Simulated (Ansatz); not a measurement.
## Electronic structure of Al$_{8}$N$_{7}$ (cell charge −1, with a compensating background) (cell with a defect) in real space

The calculation's input:

```
crystal:
  lattice:
    - [-3.11, -5.386678, 0.0]
    - [4.665, -2.693339, 0.0]
    - [0.0, 0.0, 4.98]
  atoms:
    - { symbol: Al, position: [0.5, 0.66666667, 0.0] }
    - { symbol: Al, position: [0.5, 0.33333333, 0.5] }
    - { symbol: "N", position: [0.5, 0.66666667, 0.382] }
    - { symbol: "N", position: [0.75, 0.16666667, 0.382] }
    - { symbol: Al, position: [0.25, 0.16666667, 0.0] }
    - { symbol: Al, position: [0.25, 0.83333333, 0.5] }
    - { symbol: "N", position: [0.25, 0.16666667, 0.382] }
    - { symbol: "N", position: [0.25, 0.83333333, 0.882] }
    - { symbol: Al, position: [0.0, 0.66666667, 0.0] }
    - { symbol: Al, position: [0.0, 0.33333333, 0.5] }
    - { symbol: "N", position: [0.0, 0.66666667, 0.382] }
    - { symbol: "N", position: [0.0, 0.33333333, 0.882] }
    - { symbol: Al, position: [0.75, 0.16666667, 0.0] }
    - { symbol: Al, position: [0.75, 0.83333333, 0.5] }
    - { symbol: "N", position: [0.75, 0.83333333, 0.882] }
total_charge: -1
basis:
  ecutwfc: 420.0
kpoints:
  mp_grid: { grid: [2, 3, 3] }
hamiltonian:
  xc: pbe
  pseudopotentials: { kind: paw, azcp: { folder: soft_1 } }
scf:
  occupations: { method: gaussian, width: 0.02 }
  lower_state_search: "off"
relax:
  f_tol: 0.03
  max_steps: 60
  adjacent_minimum: "off"
output:
  write_density: true
  write_potential: true
  elf: true
  volumetric_format: npy
```

Command:

```sh
ansatz run input.yaml --threads 1 --pin off --max-ram 3072MiB --backend cpu --events-out ev --progress --plain --runs-dir out
```

The fields are those of the run's last geometry, not of the input's.

PAW files of the earlier set (soft_1).

Method: Ansatz 0.2.0, DFT PBE, scalar-relativistic, plane waves, PAW.

In a PAW calculation such maps are meaningful between the atoms, not at the nuclei.

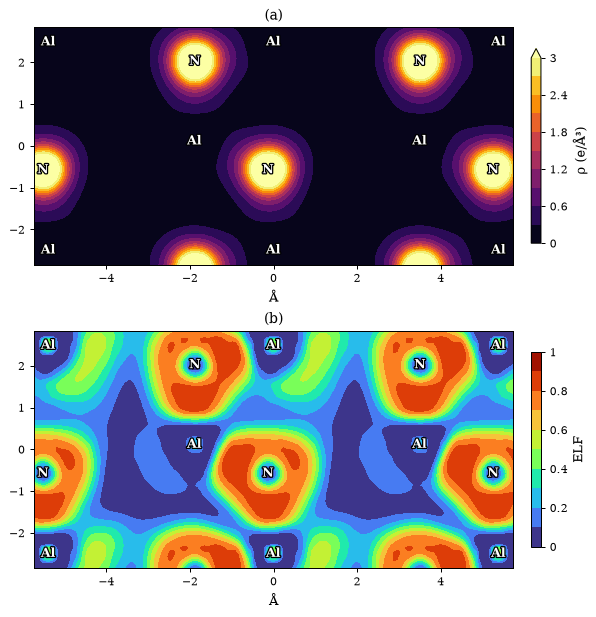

Figure 1. (a) valence charge density (pseudo); (b) electron localisation function on the (100) plane of the calculation cell.

What do the fields say about this system?

The section cuts through Al and N sites. Al–N (1.90 Å): ρ at the midpoint is about 0.69 e/Å³; the ELF peaks at about 0.90 between the atoms; a shared but strongly polarised pair. Al–N (1.92 Å): the density is about 0.65 e/Å³ at the midpoint; the ELF peaks at about 0.90 in the valence shell of N, 0.7 Å from its nucleus, and is about 0.85 at the midpoint. Between the atoms the lowest density in this plane is 0.05 e/Å³.

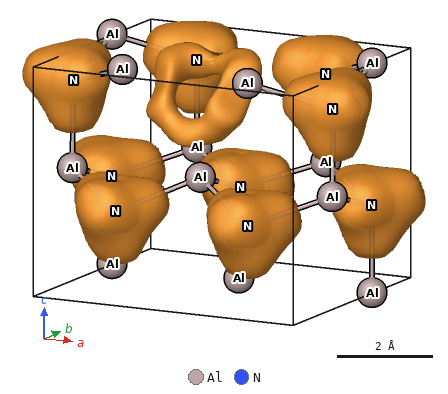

Figure 2. Isosurface of the electron localisation function at 0.75 (orange), seen at an oblique angle. Core shells and regions of very low density are left out. Sticks mark near contacts.

What do the ELF domains correspond to?

At this value the surface marks out seven regions on N in which the atom's valence shell and bonds are merged and one pocket between the atoms, centred on no nucleus (multi-centre or interstitial), counted in one cell of 15 atoms. Regions shared between cells count once. Along the contacts the grid gives the following. Al–N (1.88 Å): the ELF peaks at about 0.90 between the atoms (a polar covalent bond). Al–N (1.93 Å): the ELF peaks at about 0.90 in the valence shell of N, 0.8 Å from its nucleus, and is about 0.85 at the midpoint.
